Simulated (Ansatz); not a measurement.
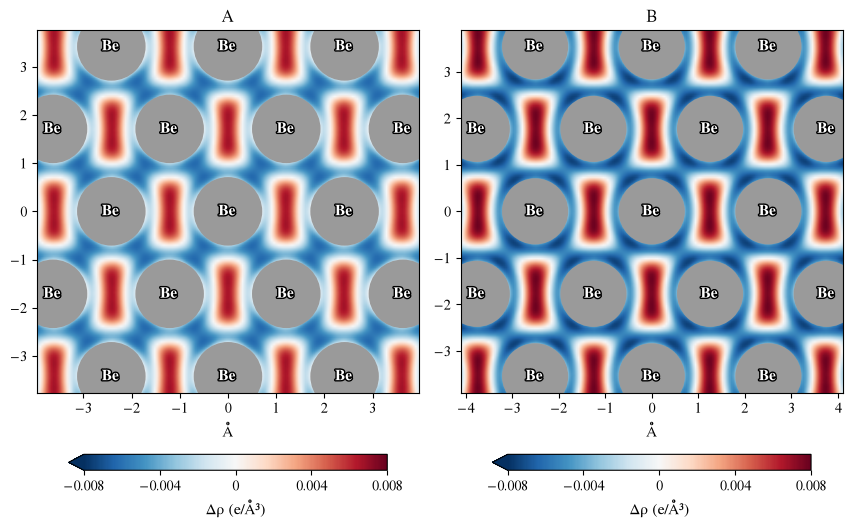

Be: deformation density on the (110) plane of the conventional cell at two volumes, with the same fractional coordinates and one colour scale. Grey discs cover the cores. Panel A has 90 % of the volume of panel B.

Space group Im-3m. This isn't the usual form at ambient conditions. The cell comes from a database of computed structures, not from a measurement.

Method: Ansatz, DFT PBE, scalar-relativistic, plane waves, PAW.

### How do bonds, bonding charge and pressure respond to this change of volume?

From B to A, Be–Be goes from 2.17 to 2.10 Å, and Δρ at its midpoint from −0.005 to −0.006 e/Å³.
- The pressure is −1 GPa in B and 14 GPa in A.
- The rearranged charge is 0.02 e an atom in B and 0.01 e in A.
